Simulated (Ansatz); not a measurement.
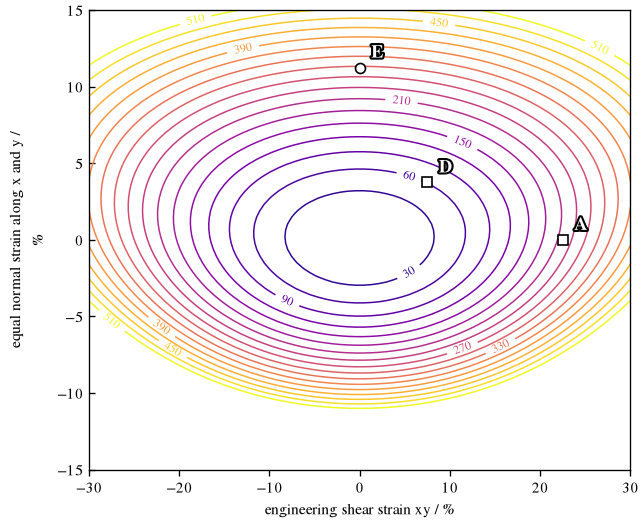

Si (Cmcm, No. 63; 12 atoms in the cell). The energy is mapped over two homogeneous strains (x along [1 0 0], y along [0 1 0], z along [0 0 1] of the conventional cell). First axis: engineering shear strain xy. Second axis: equal normal strain along x and y. Nothing is relaxed (fractional coordinates fixed). Grid: 9 × 9 points; 45 points were computed and 36 follow by symmetry. Points are written as (first, second). Energies are in meV/atom, from the lowest grid point. The band gap closes in part of the range. These are results of DFT LDA, scalar-relativistic, plane waves, PAW (Ansatz 0.2.0), not measurements. Settings: cutoff 420 eV, k-mesh 10×10×4 in the order of the run's cell vectors, gaussian smearing 0.03 eV, no spin polarisation.

In the figure: contour lines labelled in meV/atom (none above 510), lettered points. Between grid points the surface is interpolated.

Which space group has the cell at each letter?

Answer. A: P2_1/m; D: P2_1/m; E: Cmcm.

What kind of point is each of A, D, E: minimum, saddle, maximum or slope?

Answer. A: on a slope; D: on a slope; E: on a slope. (In these two coordinates alone; a stationary point may lie a little off the grid point.)

PAW datasets: the set soft_1.
